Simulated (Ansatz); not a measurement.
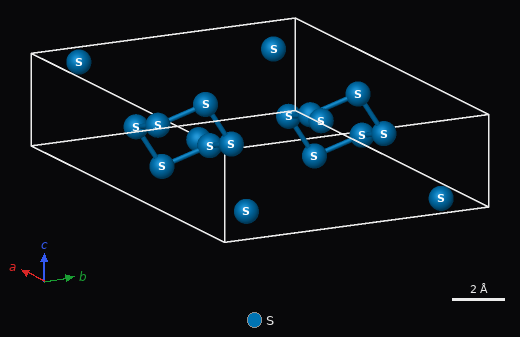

The starting point is solid S (built on the database structure type). Style: ball-and-stick. Shown: the conventional cell (3 times the calculation's cell), from a free direction. Lengths and directions refer to the drawn axes.

Computed with DFT, HSE06, plane waves, PAW (Ansatz 0.2.0). (plane-wave cutoff 420 eV; k-point mesh 4 × 4 × 4; occupations fixed; no spin polarisation)

Now this is done to it. The cell is strained by −3.1 % along c and none across it (volume −3.1 %) and atoms are displaced by 0.01 Å relative to the cell. No relaxation follows.

**What is the effect?**

The space group stays R-3 (No. 148). The energy rises by 9.4 meV per atom. The pressure goes from 0.2 to 0.6 GPa. The principal stresses (compression positive) are 1.9 GPa along c and −0.1 GPa across it. The largest forces, 0.35 eV/Å, act on 6 S atoms of the calculation's cell. The band gap goes from 2.93 to 2.81 eV.

The changed structure in the same view:

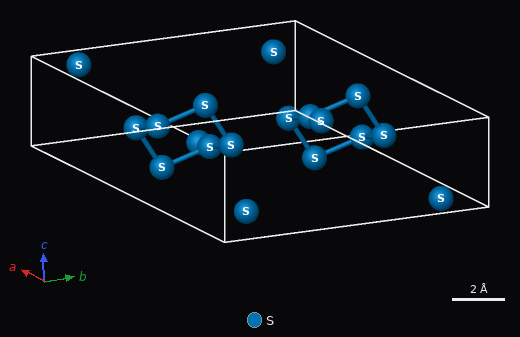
